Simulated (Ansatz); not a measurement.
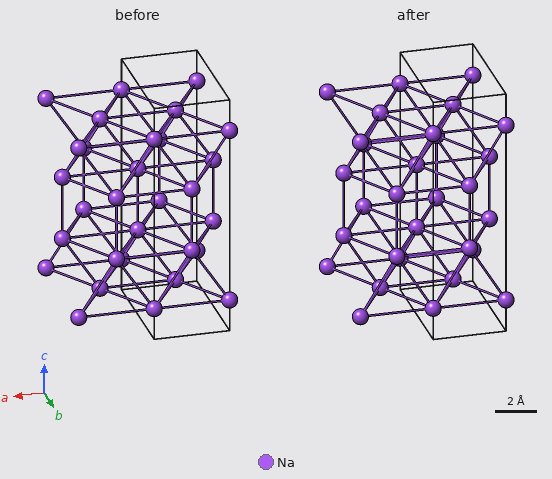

The structure of solid Na (built on the black phosphorus_64 type) before (left) and after (right) a relaxation, at one scale.

A ball-and-stick model of the conventional cell (4 times the calculation's cell), repeated 2 × 1 × 1 with one cell outlined, seen from a free direction. Lengths and directions refer to the drawn axes.

Case: black phosphorus type (Cmce, No. 64).

Computed with DFT PBE, scalar-relativistic, plane waves, PAW in Ansatz 0.2.0.

Input file:
```yaml
crystal:
  lattice:
    - [0.0, 3.0631124452, 6.3267292559]
    - [1.9492359386, 0.0, 6.3267292559]
    - [1.9492359386, 3.0631124452, 0.0]
  atoms:
    - { symbol: Na, position: [0.8672059698, 0.8672059698, 0.1327940302] }
    - { symbol: Na, position: [0.1327940302, 0.1327940302, 0.8672059698] }
basis:
  ecutwfc: 420
kpoints:
  mp_grid: { grid: [18, 18, 18] }
hamiltonian:
  xc: pbe
scf:
  occupations: { method: gaussian, width: 0.1 }
output:
  forces: true
  stress: true
  eigenvalues: true
relax:
  adjacent_minimum: "off"
  f_tol: 0.01
  max_steps: 80
  cell: { stress_tol: 0.05 }
```

Summarise the run.

Over 3 accepted moves (4 points after the start) the energy falls by 4.7 meV per cell of the calculation. Largest force component: 0.0021 eV/Å at the start, 0.0011 eV/Å at the end. The pressure goes from 0.03 to 0.01 GPa. The SCF was repeated once at an unchanged geometry on a basis and grid sized afresh for the cell, which shifted the energy by less than 0.05 meV per cell of the calculation at most. The largest moves relative to the cell, 0.015 Å, are those of Na1 and Na2. Na2 goes along −c. The volume changes by +0.1 %, with a 3.898 → 3.761 Å (−3.5 %), b 6.126 → 6.187 Å (+1.0 %), c 12.653 → 13.001 Å (+2.8 %). Among the contacts that change: Na1–Na1 3.898 → 3.761 Å, Na1–Na2 3.361 → 3.423 Å, Na1–Na2 (another image) 3.549 → 3.607 Å, Na1–Na1 (another image) 3.631 → 3.620 Å. The space group stays Fmmm (No. 69).
